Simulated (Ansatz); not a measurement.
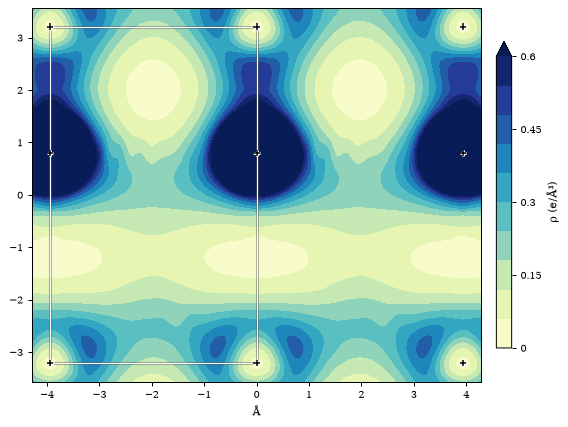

The valence pseudo-density on a plane through atoms (crosses mark nuclei in the plane).

These are results of DFT PBEsol, scalar-relativistic, plane waves, PAW (Ansatz), not measurements.

Candidates:
A. Ti$_{2}$C, a = 3.01 Å, b = 3.01 Å, c = 14.00 Å, α = 90.00°, β = 90.00°, γ = 120.00°. Space group R-3m; a structure from a database of computed crystals, not necessarily the ambient phase; computed pressure about 8 GPa in this cell; computed without spin polarisation.
B. SiGe, a = 3.94 Å, b = 3.94 Å, c = 6.42 Å, α = 90.00°, β = 90.00°, γ = 120.00°. Space group P6₃mc; a structure from a database of computed crystals, not necessarily the ambient phase; changed on purpose from its base cell (biaxial strain in the a-b plane, c and atoms relaxed: +1.0 %).
C. AlCu$_{3}$, a = 5.14 Å, b = 5.14 Å, c = 4.18 Å, α = 90.00°, β = 90.00°, γ = 120.00°. Space group P6₃/mmc; a structure from a database of computed crystals, not necessarily the ambient phase; computed without spin polarisation.

Which candidate gave the map?

Candidate B: SiGe on the (100) plane of the conventional cell, which holds Si and Ge. Si–Ge (2.41 Å): ρ at the midpoint is about 0.51 e/Å³.
